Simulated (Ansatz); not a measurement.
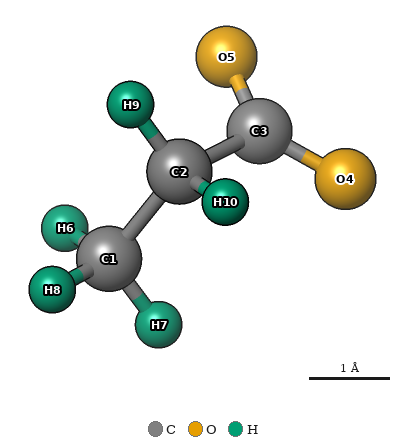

*The structure as given in the input (ball-and-stick view, seen at an oblique angle; atoms are numbered from 1 in the order of the input).*

Run report: C3H5O2 (charge −1), geometry relaxation

System: C3H5O2, charge −1, SMILES CCC(=O)[O-].
Method: RKS PBE-D4/def2-SVPD (Ansatz 0.2.0).

The geometry comes from this level: GFN2-xTB. Figures and captions count atoms from 1; the log counts them from 0 in places.

The input:
```yaml
crystal:
  periodic: [false, false, false]
  atoms:
    - { symbol: C, position_ang: [-1.91957, -0.12793, -0.27325] }
    - { symbol: C, position_ang: [-0.76838, 0.80226, 0.08155] }
    - { symbol: C, position_ang: [0.59307, -0.02007, 0.07114] }
    - { symbol: O, position_ang: [0.90899, -0.54031, 1.14928] }
    - { symbol: O, position_ang: [1.18213, -0.05941, -1.01886] }
    - { symbol: H, position_ang: [-1.75452, -0.56186, -1.25615] }
    - { symbol: H, position_ang: [-1.96991, -0.94108, 0.45359] }
    - { symbol: H, position_ang: [-2.88492, 0.39085, -0.27885] }
    - { symbol: H, position_ang: [-0.70033, 1.61177, -0.65144] }
    - { symbol: H, position_ang: [-0.91814, 1.22829, 1.07747] }
total_charge: -1
basis:
  gaussian: { orbitals: def2-SVPD }
hamiltonian:
  xc: pbe
  dispersion: d4
relax:
  f_tol: 0.03
  max_steps: 200
```

Command:
```bash
ansatz run input.yaml --threads 8 --pin off --max-ram 22528MiB --backend cpu --events-out ev --progress --plain --runs-dir out
```

What the program printed:
```
The last accepted step is kept in [file] (removed where the run ends without a failure and the disk answers)
Engine: ansatz 0.2.0, x86_64-unknown-linux-gnu
Functional definition: PBE
  parameter kappa = 0.804
  parameter beta = 0.06672455060314922
  exchange = pbe_x(kappa = kappa, mu = beta*pi^2/3)
  correlation = pbe_c(beta = beta)
1197 factors; their error is unknown
mean field evaluation 1: about -7268.5960 eV, gradient 5.6e1 eV
mean field evaluation 2: about -7248.1454 eV, gradient 1.1e2 eV
mean field evaluation 4: about -7274.9985 eV, gradient 6.4e0 eV
mean field evaluation 8: about -7275.0935 eV, gradient 9.4e-2 eV
mean field evaluation 16: about -7275.0176 eV, gradient 5.3e-5 eV
mean field -7275.01764234 eV, -267.3519671718 hartree, gradient 5.3e-5 eV, S^2 0.000000; 0 other end points of the search recorded, 0 dependent functions left out
the calculation of the forces begins
reference -7275.01768621 eV, -267.3519687842 hartree; 20, 20 occupied and 126, 126 virtual orbitals, 1197 factors
relax step   1: F+E_penalty+E_count = -7275.21213463 eV  Δ(F+E_penalty+E_count) = +0.000e0 eV  max|allowed force component| = 1.729e0 eV/Å  Δτ_max = 0.0000 Å  (29 SCF iters, accepted)
these checks for a lower state are left out or cut short: starts, cluster_reference, orbital_swaps, neighbouring_geometries, increment
1197 factors; their error is unknown
mean field -7275.07396062 eV, -267.3540368306 hartree, gradient 1.0e-5 eV, S^2 0.000000; 0 other end points of the search recorded, 0 dependent functions left out
the calculation of the forces begins
reference -7275.07400447 eV, -267.3540384421 hartree; 20, 20 occupied and 126, 126 virtual orbitals, 1197 factors
relax step   2: F+E_penalty+E_count = -7275.26773284 eV  Δ(F+E_penalty+E_count) = -5.560e-2 eV  max|allowed force component| = 9.995e-1 eV/Å  Δτ_max = 0.0458 Å  (31 SCF iters, accepted)
these checks for a lower state are left out or cut short: starts, cluster_reference, orbital_swaps, neighbouring_geometries, increment
1197 factors; their error is unknown
mean field -7275.09520599 eV, -267.3548175835 hartree, gradient 1.1e-5 eV, S^2 0.000000; 0 other end points of the search recorded, 0 dependent functions left out
the calculation of the forces begins
reference -7275.09525008 eV, -267.3548192036 hartree; 20, 20 occupied and 126, 126 virtual orbitals, 1197 factors
relax step   3: F+E_penalty+E_count = -7275.28757214 eV  Δ(F+E_penalty+E_count) = -1.984e-2 eV  max|allowed force component| = 4.072e-1 eV/Å  Δτ_max = 0.0513 Å  (31 SCF iters, accepted)
these checks for a lower state are left out or cut short: starts, cluster_reference, orbital_swaps, neighbouring_geometries, increment
1197 factors; their error is unknown
mean field evaluation 32: about -7275.1690 eV, gradient 2.2e0 eV
mean field -7275.10012961 eV, -267.3549985232 hartree, gradient 2.6e-5 eV, S^2 0.000000; 0 other end points of the search recorded, 0 dependent functions left out
the calculation of the forces begins
reference -7275.10017371 eV, -267.3550001438 hartree; 20, 20 occupied and 126, 126 virtual orbitals, 1197 factors
relax step   4: F+E_penalty+E_count = -7275.29223450 eV  Δ(F+E_penalty+E_count) = -4.662e-3 eV  max|allowed force component| = 3.042e-1 eV/Å  Δτ_max = 0.0224 Å  (32 SCF iters, accepted)
these checks for a lower state are left out or cut short: starts, cluster_reference, orbital_swaps, neighbouring_geometries, increment
1197 factors; their error is unknown
mean field -7275.10371484 eV, -267.3551302781 hartree, gradient 2.4e-5 eV, S^2 0.000000; 0 other end points of the search recorded, 0 dependent functions left out
the calculation of the forces begins
reference -7275.10375885 eV, -267.3551318954 hartree; 20, 20 occupied and 126, 126 virtual orbitals, 1197 factors
relax step   5: F+E_penalty+E_count = -7275.29650876 eV  Δ(F+E_penalty+E_count) = -4.274e-3 eV  max|allowed force component| = 8.037e-2 eV/Å  Δτ_max = 0.0220 Å  (31 SCF iters, accepted)
these checks for a lower state are left out or cut short: starts, cluster_reference, orbital_swaps, neighbouring_geometries, increment
1197 factors; their error is unknown
mean field -7275.10378370 eV, -267.3551328087 hartree, gradient 9.8e-6 eV, S^2 0.000000; 0 other end points of the search recorded, 0 dependent functions left out
the calculation of the forces begins
reference -7275.10382766 eV, -267.3551344239 hartree; 20, 20 occupied and 126, 126 virtual orbitals, 1197 factors
relax step   6: F+E_penalty+E_count = -7275.29697779 eV  Δ(F+E_penalty+E_count) = -4.690e-4 eV  max|allowed force component| = 5.691e-2 eV/Å  Δτ_max = 0.0111 Å  (34 SCF iters, accepted)
these checks for a lower state are left out or cut short: starts, cluster_reference, orbital_swaps, neighbouring_geometries, increment
1197 factors; their error is unknown
mean field -7275.10386747 eV, -267.3551358871 hartree, gradient 9.7e-6 eV, S^2 0.000000; 0 other end points of the search recorded, 0 dependent functions left out
the calculation of the forces begins
reference -7275.10391143 eV, -267.3551375024 hartree; 20, 20 occupied and 126, 126 virtual orbitals, 1197 factors
relax step   7: F+E_penalty+E_count = -7275.29707705 eV  Δ(F+E_penalty+E_count) = -9.926e-5 eV  max|allowed force component| = 4.032e-3 eV/Å  Δτ_max = 0.0023 Å  (34 SCF iters, accepted)
these checks for a lower state are left out or cut short: starts, cluster_reference, orbital_swaps, neighbouring_geometries, increment
1197 factors; their error is unknown
mean field evaluation 64: about -7275.1039 eV, gradient 1.8e-3 eV
mean field -7275.10391393 eV, -267.3551375943 hartree, gradient 8.9e-6 eV, S^2 0.000000; 0 other end points of the search recorded, 0 dependent functions left out
the calculation of the forces begins
reference -7275.10395788 eV, -267.3551392095 hartree; 20, 20 occupied and 126, 126 virtual orbitals, 1197 factors
relax step   8: F+E_penalty+E_count = -7275.29711697 eV  Δ(F+E_penalty+E_count) = -3.992e-5 eV  max|allowed force component| = 1.561e-2 eV/Å  Δτ_max = 0.0249 Å  (32 SCF iters, accepted)
```

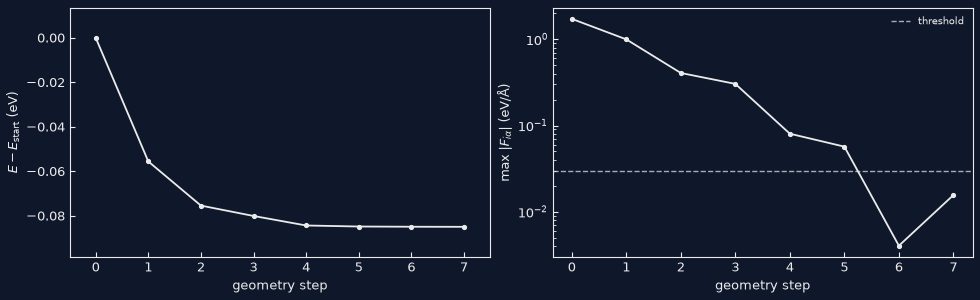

*Progress of the relaxation, step by step (the first geometry is step 0 here and step 1 in the log).*

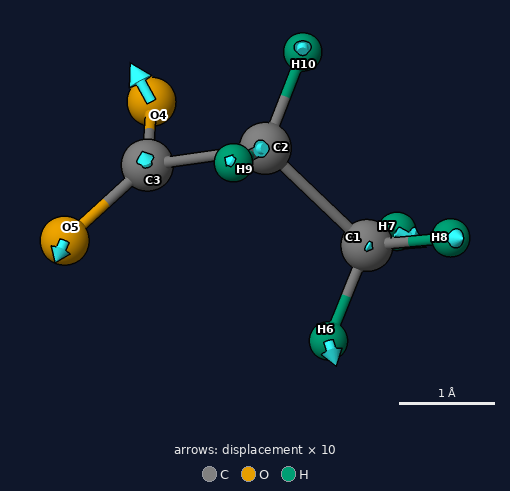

*The starting structure with the displacements as teal arrows, magnified 10 times (ball-and-stick view, seen at a tilt). The two geometries are laid on each other by the best rigid fit.*

Over 7 geometry steps the energy falls by 0.085 eV. The largest force component goes from 1.7 to 0.016 eV/Å. The atom that moves furthest after the best rigid fit is O4 (0.049 Å). By element the largest moves are O 0.049 Å, H 0.038 Å, C 0.020 Å. Among the contacts that change: C3–O4 1.238 → 1.267 Å, C2–C3 1.591 → 1.567 Å, C1–H6 1.087 → 1.109 Å, C1–H8 1.096 → 1.112 Å. (Atoms are counted from 1 in the order of the input.)

```
1197 factors; their error is unknown
mean field -7275.10391393 eV, -267.3551375943 hartree, gradient 1.7e-5 eV, S^2 0.000000; 1 other end points of the search recorded, 0 dependent functions left out
the calculation of the forces begins
reference -7275.10395788 eV, -267.3551392095 hartree; 20, 20 occupied and 126, 126 virtual orbitals, 1197 factors
Total energy: -7275.29716092 eV, -267.3622392904 hartree
Atom 0 at    -1.927396    -0.129019    -0.275588 Å, force     0.002626    -0.004006     0.008528 eV/Å
Atom 1 at    -0.753839     0.789235     0.085270 Å, force    -0.001555     0.001473    -0.000269 eV/Å
Atom 2 at     0.598970    -0.001765     0.076268 Å, force     0.009223    -0.007124    -0.005152 eV/Å
Atom 3 at     0.940978    -0.520616     1.180138 Å, force    -0.004409     0.009558    -0.015608 eV/Å
Atom 4 at     1.186201    -0.067489    -1.044412 Å, force    -0.004068    -0.003893     0.015525 eV/Å
Atom 5 at    -1.769643    -0.571988    -1.279768 Å, force    -0.001359    -0.002619    -0.004174 eV/Å
Atom 6 at    -2.001510    -0.961613     0.453601 Å, force     0.000774     0.002434    -0.003551 eV/Å
Atom 7 at    -2.902926     0.404842    -0.285324 Å, force     0.003391     0.002969     0.001172 eV/Å
Atom 8 at    -0.690249     1.618255    -0.650794 Å, force     0.001188     0.002025     0.002687 eV/Å
Atom 9 at    -0.912165     1.222669     1.095089 Å, force    -0.005811    -0.000817     0.000842 eV/Å
Dipole moment:    -1.053762     0.342934    -0.056588 e Å
```

Trajectory as extended XYZ (Å, eV, eV/Å), 8 frames, from step=1 to step=8:
```
10
Properties=species:S:1:pos:R:3:forces:R:3 step=1 energy=-7275.21213
C    -1.9196   -0.1279   -0.2732    0.1381   0.3853   0.2687
C    -0.7684    0.8023    0.0815    0.4464  -0.6276  -0.1239
C     0.5931   -0.0201    0.0711   -1.2859   1.1499   0.0059
O     0.9090   -0.5403    1.1493    0.4217  -0.8712   1.7286
O     1.1821   -0.0594   -1.0189    0.8219  -0.0916  -1.7009
H    -1.7545   -0.5619   -1.2562    0.0706  -0.3009  -0.6620
H    -1.9699   -0.9411    0.4536   -0.0761  -0.4434   0.3578
H    -2.8849    0.3908   -0.2788   -0.5079   0.1894  -0.0260
H    -0.7003    1.6118   -0.6514    0.0451   0.3938  -0.3305
H    -0.9181    1.2283    1.0775   -0.0738   0.2164   0.4824
10
Properties=species:S:1:pos:R:3:forces:R:3 step=2 energy=-7275.26773
C    -1.9209   -0.1284   -0.2720    0.1341   0.0626   0.0783
C    -0.7610    0.8047    0.0824    0.4271  -0.0491   0.0360
C     0.6162    0.0179    0.0820   -0.9995  -0.4015  -0.2483
O     0.9038   -0.5627    1.1620    0.2756   0.0596   0.4559
O     1.1811   -0.0753   -1.0405    0.3569   0.2307  -0.2793
H    -1.7572   -0.5696   -1.2689    0.0153  -0.0941  -0.1885
H    -1.9764   -0.9537    0.4592   -0.0193  -0.1292   0.0954
H    -2.9009    0.3875   -0.2806   -0.1138   0.0832   0.0003
H    -0.6976    1.6247   -0.6560   -0.0226   0.1439  -0.0976
H    -0.9186    1.2375    1.0868   -0.0539   0.0940   0.1478
10
Properties=species:S:1:pos:R:3:forces:R:3 step=3 energy=-7275.28757
C    -1.9356   -0.1279   -0.2732   -0.0043   0.0110   0.0027
C    -0.7602    0.7909    0.0793    0.2083  -0.2492  -0.0240
C     0.6000   -0.0163    0.0723    0.3389   0.2602   0.0947
O     0.9418   -0.5353    1.1829   -0.2287   0.0874  -0.4072
O     1.2212   -0.0441   -1.0383   -0.3241  -0.0785   0.3443
H    -1.7820   -0.5728   -1.2778   -0.0143  -0.0026   0.0100
H    -2.0025   -0.9587    0.4591   -0.0048   0.0061  -0.0146
H    -2.9133    0.4032   -0.2784    0.0146  -0.0023  -0.0019
H    -0.6895    1.6161   -0.6605    0.0038  -0.0203   0.0100
H    -0.9116    1.2275    1.0891    0.0107  -0.0117  -0.0140
10
Properties=species:S:1:pos:R:3:forces:R:3 step=4 energy=-7275.29223
C    -1.9393   -0.1304   -0.2744    0.0394  -0.0327   0.0032
C    -0.7521    0.7742    0.0769    0.0102  -0.0191  -0.0059
C     0.6114   -0.0046    0.0764    0.1905   0.0803   0.0373
O     0.9500   -0.5212    1.1873   -0.1038   0.0474  -0.3042
O     1.2292   -0.0300   -1.0342   -0.1748  -0.0789   0.2645
H    -1.8039   -0.5767   -1.2805    0.0136   0.0028  -0.0064
H    -2.0232   -0.9619    0.4545    0.0102  -0.0027   0.0089
H    -2.9039    0.4221   -0.2735   -0.0138  -0.0026  -0.0034
H    -0.6894    1.5997   -0.6640    0.0128  -0.0024   0.0296
H    -0.9103    1.2114    1.0859    0.0157   0.0080  -0.0237
10
Properties=species:S:1:pos:R:3:forces:R:3 step=5 energy=-7275.29651
C    -1.9318   -0.1304   -0.2734    0.0159   0.0052   0.0108
C    -0.7545    0.7854    0.0790    0.0804  -0.0426  -0.0006
C     0.6054   -0.0019    0.0762   -0.0247   0.0305  -0.0023
O     0.9337   -0.5333    1.1788   -0.0196   0.0130  -0.0659
O     1.2123   -0.0436   -1.0358   -0.0374  -0.0149   0.0635
H    -1.7863   -0.5755   -1.2779    0.0079  -0.0081  -0.0207
H    -2.0060   -0.9609    0.4571    0.0047  -0.0123   0.0120
H    -2.9029    0.4102   -0.2759   -0.0216   0.0015  -0.0038
H    -0.6902    1.6103   -0.6608   -0.0020   0.0147  -0.0013
H    -0.9113    1.2223    1.0872   -0.0037   0.0131   0.0082
10
Properties=species:S:1:pos:R:3:forces:R:3 step=6 energy=-7275.29698
C    -1.9271   -0.1301   -0.2726   -0.0094   0.0094  -0.0021
C    -0.7531    0.7905    0.0804   -0.0034  -0.0100  -0.0026
C     0.5989   -0.0038    0.0747    0.0130   0.0569   0.0165
O     0.9253   -0.5390    1.1752   -0.0080  -0.0148  -0.0033
O     1.2033   -0.0500   -1.0373   -0.0088  -0.0138  -0.0056
H    -1.7763   -0.5749   -1.2773    0.0020  -0.0037   0.0045
H    -1.9964   -0.9604    0.4594    0.0040  -0.0028  -0.0034
H    -2.9028    0.4032   -0.2778   -0.0031   0.0029   0.0000
H    -0.6910    1.6174   -0.6585    0.0056  -0.0121  -0.0012
H    -0.9123    1.2295    1.0881    0.0082  -0.0119  -0.0028
10
Properties=species:S:1:pos:R:3:forces:R:3 step=7 energy=-7275.29708
C    -1.9278   -0.1297   -0.2726    0.0040  -0.0019   0.0005
C    -0.7532    0.7903    0.0804   -0.0023   0.0025   0.0003
C     0.5991   -0.0016    0.0754    0.0004  -0.0026  -0.0008
O     0.9245   -0.5387    1.1752    0.0003  -0.0005   0.0015
O     1.2023   -0.0499   -1.0373    0.0009  -0.0002  -0.0015
H    -1.7761   -0.5750   -1.2769   -0.0009  -0.0013  -0.0009
H    -1.9961   -0.9604    0.4589   -0.0009  -0.0012  -0.0003
H    -2.9038    0.4032   -0.2780    0.0031   0.0029   0.0010
H    -0.6898    1.6162   -0.6591   -0.0021   0.0013  -0.0001
H    -0.9107    1.2280    1.0886   -0.0025   0.0011   0.0002
10
Properties=species:S:1:pos:R:3:forces:R:3 step=8 energy=-7275.29712
C    -1.9274   -0.1290   -0.2756    0.0026  -0.0040   0.0085
C    -0.7538    0.7892    0.0853   -0.0016   0.0015  -0.0003
C     0.5990   -0.0018    0.0763    0.0092  -0.0071  -0.0052
O     0.9410   -0.5206    1.1801   -0.0044   0.0096  -0.0156
O     1.1862   -0.0675   -1.0444   -0.0041  -0.0039   0.0155
H    -1.7696   -0.5720   -1.2798   -0.0014  -0.0026  -0.0042
H    -2.0015   -0.9616    0.4536    0.0008   0.0024  -0.0036
H    -2.9029    0.4048   -0.2853    0.0034   0.0030   0.0012
H    -0.6902    1.6183   -0.6508    0.0012   0.0020   0.0027
H    -0.9122    1.2227    1.0951   -0.0058  -0.0008   0.0008
```

Results in brief:

| quantity | value |
| --- | --- |
| outcome | converged |
| total energy | −7275.2972 eV |
| mean-field energy | −7275.1040 eV |
| SCF solution under orbital rotations | stable |
| largest force (length of the vector) at the end | 0.019 eV/Å |
| hardware | 8 threads of Intel Xeon @ 2.50GHz (Skylake/Cascade Lake), 189 GiB of memory available, shared host |
| wall time | 16 s (CPU time 84 s) |
| peak memory | 0.2 GiB |
